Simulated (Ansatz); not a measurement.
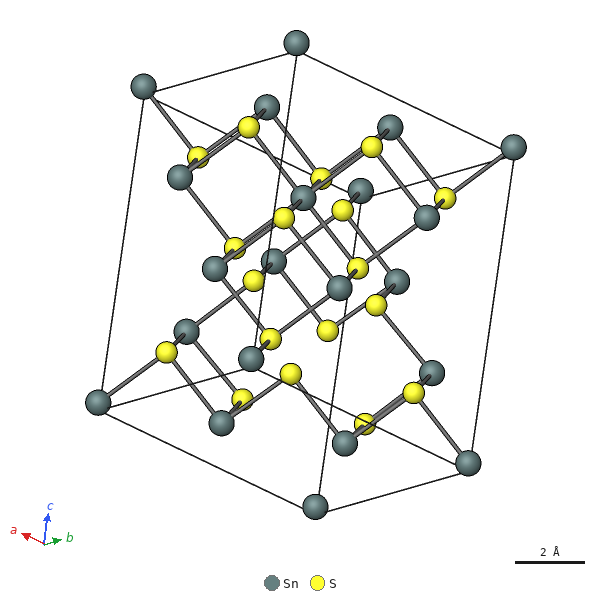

The image is a ball-and-stick drawing of a crystal, viewed from a general direction. One supercell is framed, with atoms on its boundary repeated. The host is SnS₂, in a cell of 27 sites, and the cell is neutral.

### What defect is present?

A tin vacancy. Around the empty site lie six S at about 2.5 to 2.6 Å.

Results below were computed with DFT PBE, scalar-relativistic, plane waves, PAW (Ansatz); the settings were plane-wave cutoff 420 eV, a 2×2×2 mesh of k-points, Gaussian smearing of 0.01 eV, collinear spins.

### Does the defect carry a magnetic moment?

Yes, 4.0 μB in the cell.

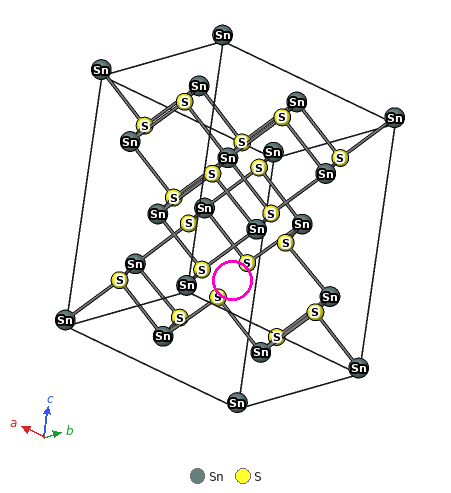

The same cell with a ring at the defect's site.

The atoms were relaxed in the host's cell with Ansatz 0.2.0, DFT PBE, scalar-relativistic, plane waves, PAW.
